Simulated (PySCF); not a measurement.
## Sb: 7 runs along one coordinate

System: Sb (P6₃/mmc, 2 atoms in the cell).
Method: Kohn-Sham DFT of a periodic cell in Gaussian orbitals, PBEsol, DZVP-MOLOPT-SR/GTH-PBE, no spin polarisation (PySCF 2.14.0).

The 7 runs differ only in the geometry, by an even scaling of the cell at fixed fractional positions. The structure derives from a Materials Project entry.

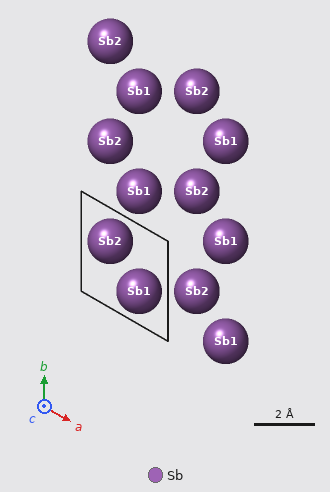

Figure 1. The structure of run 4 (spheres-only view of the cell of the calculation, repeated 2 × 3 × 1, along the c axis; atoms are numbered from 1 in the order of the input).

**Input of run 4**
```python
import json
import numpy as np
from pyscf.pbc import gto, scf, dft, df

cell = gto.Cell()
cell.a = '''
  3.3545324186    0.0000000000    0.0000000000
 -1.6772662093    2.9051102923    0.0000000000
  0.0000000000    0.0000000000    5.4701606500'''
cell.atom = '''
Sb   1.6772662095    0.9683700973    4.1026204875
Sb  -0.0000000002    1.9367401950    1.3675401625'''
cell.unit = 'A'
cell.basis = 'DZVP-MOLOPT-SR-GTH-q5'
cell.pseudo = 'GTH-PBE-q5'
cell.ke_cutoff = 50  # hartree
cell.exp_to_discard = 0.02
cell.precision = 1e-08
cell.space_group_symmetry = True
cell.symmorphic = False
cell.max_memory = 2940  # MB
cell.verbose = 4
cell.build()

res = {}
kpts = cell.make_kpts([9, 9, 5], space_group_symmetry=True, time_reversal_symmetry=True)
cell.space_group_symmetry = False  # the mesh holds the operations; no search on the supercells of the integral code
mf = dft.KRKS(cell, kpts, xc='pbesol')
mf = mf.multigrid_numint()
mf = mf.smearing(sigma=0.00183747, method='fermi')  # hartree
mf.conv_tol = 1e-07
mf.max_cycle = 60

mf.kernel()
res.update(converged=bool(mf.converged), e_tot=mf.e_tot, nelec=cell.nelectron, nao=cell.nao, mesh=list(map(int, cell.mesh)), a=cell.lattice_vectors().tolist(), coords=cell.atom_coords().tolist(),
           mo_energy=[np.real(x).tolist() for x in mf.mo_energy], mo_occ=[np.real(x).tolist() for x in mf.mo_occ])
res.update(e_free=mf.e_free, e_zero=mf.e_zero)
res.update(kpts=kpts.kpts_scaled_ibz.tolist(), weights=kpts.weights_ibz.tolist())
res['parts'] = {k: float(np.real(v)) for k, v in mf.scf_summary.items() if np.isscalar(v)}
json.dump(res, open('results.json', 'w'))
if not mf.converged:
    raise SystemExit('SCF not converged')

print('levels (eV)')
for i, kp in enumerate(res['kpts'][:40]):
    print('k %7.4f %7.4f %7.4f  ' % tuple(kp), ' '.join('%.3f' % (x * 27.211386) for x in res['mo_energy'][i][:10]))

mf = mf.to_khf()  # unfold to the whole mesh
kpts = mf.kpts
# Mulliken populations
dm, s = np.asarray(mf.make_rdm1()), np.asarray(mf.get_ovlp())
sites = cell.aoslice_by_atom()[:, 2:]
tot = np.einsum('kij,kji->i', dm, s).real / len(kpts)
res['mulliken'] = [cell.atom_charge(i) - tot[a0:a1].sum() for i, (a0, a1) in enumerate(sites)]
print('Mulliken charges', np.round(res['mulliken'], 5))

# density of states, Gaussians of 0.15 eV
e = np.asarray(mf.mo_energy).real.reshape(1, -1) * 27.211386
ef = mf.get_fermi()
ef = np.max(ef) * 27.211386
x = np.arange(-15, 10.01, 0.1) + round(ef, 1)
dos = np.exp(-((x[:, None, None] - e) / 0.15) ** 2 / 2).sum(-1).T / (0.15 * np.sqrt(2 * np.pi) * len(kpts)) * 2
res.update(dos_e=x.tolist(), dos=dos.tolist())
for a, b in zip(x[::5], dos.T[::5]):
    print('%8.2f' % a, ' '.join('%9.4f' % y for y in b))

# density on a uniform mesh
grids = dft.gen_grid.UniformGrids(cell)
grids.mesh = [19, 19, 29]
grids.build()
ni = dft.numint.KNumInt()
rho = [ni.get_rho(cell, x, grids, kpts) for x in [dm]]
np.save('rho.npy', np.reshape(rho, (-1, *grids.mesh)))
res['done'] = True
json.dump(res, open('results.json', 'w'))
```

Command:
```bash
OMP_NUM_THREADS=2 python -u run.py > log
```

Run 6 has the same physical settings and fractional positions; its lattice vectors (Å) are:
```
   3.398676    0.000000    0.000000
  -1.699338    2.943340    0.000000
   0.000000    0.000000    5.542145
```

**Results, with one run withheld**

| run | volume per atom (Å³) | free energy per atom, from the lowest run given (meV) |
| --- | --- | --- |
| 1 | 25.055 | 46.18 |
| 2 | 25.588 | 26.32 |
| 3 | 26.121 | 12.47 |
| 4 | 26.654 | 3.90 |
| 5 | 27.187 | 0.00 |
| 6 | 27.720 | ? |
| 7 | 28.253 | 4.42 |

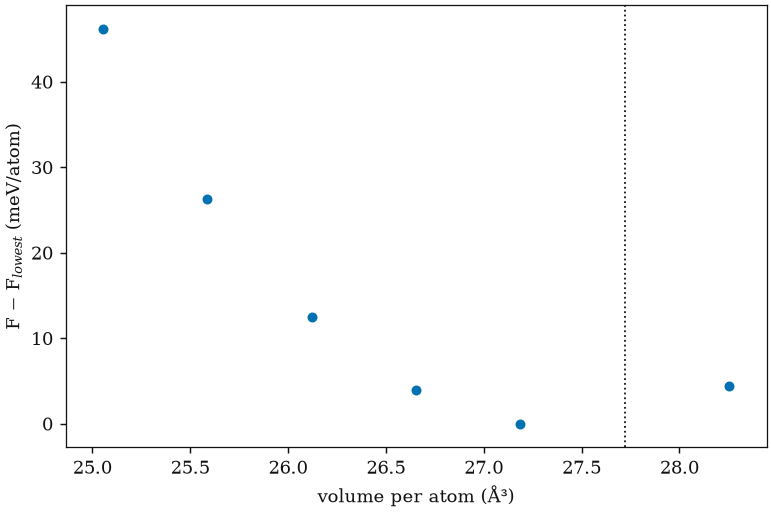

Figure 2. Free energy per atom of the runs given; the dotted line marks run 6.

Fit the runs given and predict run 6.

A cubic polynomial in V^(−2/3) (the Birch–Murnaghan form), fitted to the 6 runs given, misses them by at most 0.02 meV per atom. With x = V^(−2/3) − 0.11267 Å⁻², it reads F = 6.7048 + 5317.5 x + 1.0169e+06 x² + 4.3713e+06 x³ (meV per atom). At run 6 it gives 0.35 meV per atom, and the run itself gives 0.30. The fit has its minimum at 27.406 Å³ per atom, where V d²F/dV² gives 61.8 GPa. Cell shape and fractional positions are held, so this is the stiffness under even scaling; the relaxed bulk modulus wasn't computed.

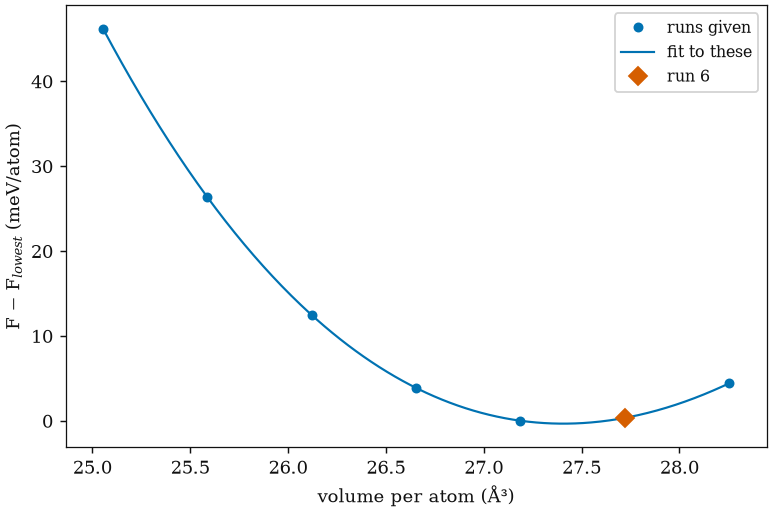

Figure 3. The fit and the withheld run.

**Output, shortened to warnings, some set-up lines, iterations and results (run 6)**
```
k-points in IBZ                         weights
[...]
cycle= 1 E= -11.024109310611  delta_E= -0.176  |g|= 0.156  |ddm|= 17.9
cycle= 2 E= -11.0249920258787  delta_E= -0.000883  |g|= 0.0197  |ddm|= 2.48
cycle= 3 E= -11.0250060215825  delta_E= -1.4e-05  |g|= 0.000446  |ddm|= 0.233
cycle= 4 E= -11.0250060439801  delta_E= -2.24e-08  |g|= 7.44e-05  |ddm|= 0.00795
    sigma = 0.00183747  Optimized mu = 0.282269154735  entropy = 0.250302632936
nelec by numeric integration = 10.0000000000153
    Total E(T) = -11.0250060340031  Free energy = -11.0254659575821  E0 = -11.0252359957926
Extra cycle  E= -11.0250060340031  delta_E= 9.98e-09  |g|= 2.08e-05  |ddm|= 0.00199
converged SCF energy = -11.0250060340031
levels (eV)
k  0.0000  0.0000  0.0000   -4.833 -1.234 2.068 11.289 11.289 12.817 12.817 13.045 16.858 18.315
k  0.0000  0.0000  0.6000   -4.124 -3.193 5.604 8.424 11.813 11.813 12.306 12.306 17.715 17.818
k  0.0000  0.0000  0.8000   -4.693 -2.014 3.246 11.340 11.430 11.430 12.687 12.687 17.090 17.975
k  0.5556  0.4444  0.0000   -1.795 0.079 3.391 5.223 5.241 8.020 8.268 11.433 12.783 16.861
k  0.5556  0.4444  0.6000   -1.160 -0.513 2.639 3.309 8.513 9.037 9.919 9.943 14.027 14.807
k  0.5556  0.4444  0.8000   -1.629 -0.036 2.790 4.425 6.471 8.464 9.026 10.910 13.117 15.502
k  0.6667  0.3333  0.0000   -3.047 0.157 3.985 4.235 7.157 8.699 9.865 11.804 13.500 17.124
k  0.6667  0.3333  0.6000   -2.313 -1.446 4.342 5.250 7.643 9.456 9.843 10.324 14.395 15.543
k  0.6667  0.3333  0.8000   -2.861 -0.423 3.858 5.496 6.406 8.892 10.435 11.295 13.887 15.989
k  0.6667  0.6667  0.0000   -0.244 -0.244 3.409 5.610 5.610 6.787 7.040 7.040 12.802 21.103
k  0.6667  0.6667  0.6000   0.009 0.009 3.710 3.710 4.183 5.095 10.357 10.357 16.190 16.687
k  0.6667  0.6667  0.8000   -0.156 -0.156 3.605 4.594 4.594 6.174 8.462 8.462 13.797 19.129
k  0.7778  0.2222  0.0000   -4.064 -0.519 2.939 6.609 9.501 9.519 11.748 12.420 14.953 18.203
k  0.7778  0.2222  0.6000   -3.304 -2.387 5.962 7.606 7.705 9.535 10.244 11.067 15.474 16.511
k  0.7778  0.2222  0.8000   -3.873 -1.247 3.995 6.853 8.850 9.705 11.361 11.966 15.218 17.355
k  0.7778  0.6667  0.0000   -1.238 0.280 3.782 4.957 5.863 6.210 8.023 8.149 13.599 18.007
k  0.7778  0.6667  0.6000   -0.657 -0.123 3.230 3.758 5.436 6.262 9.540 10.704 15.534 16.534
k  0.7778  0.6667  0.8000   -1.083 0.211 3.448 4.482 5.391 7.127 7.625 9.350 14.494 17.911
k  0.7778  0.7778  0.0000   -2.457 0.446 4.601 4.629 5.127 7.934 8.928 9.474 14.721 18.084
k  0.7778  0.7778  0.6000   -1.743 -0.922 4.347 5.018 6.474 7.058 8.626 10.639 16.123 16.742
k  0.7778  0.7778  0.8000   -2.274 -0.011 4.057 5.217 6.147 6.987 8.362 10.555 15.577 17.234
k  0.8889  0.1111  0.0000   -4.684 -1.050 2.288 9.432 10.585 11.735 12.797 12.882 16.808 18.562
k  0.8889  0.1111  0.6000   -3.922 -2.992 5.763 8.485 10.120 10.881 11.227 11.915 16.945 17.775
k  0.8889  0.1111  0.8000   -4.496 -1.820 3.446 9.609 10.752 11.032 11.771 12.588 16.800 18.575
k  0.8889  0.5556  0.0000   -1.297 -0.094 3.597 4.961 5.734 6.958 7.658 10.124 14.579 15.115
[...]
```
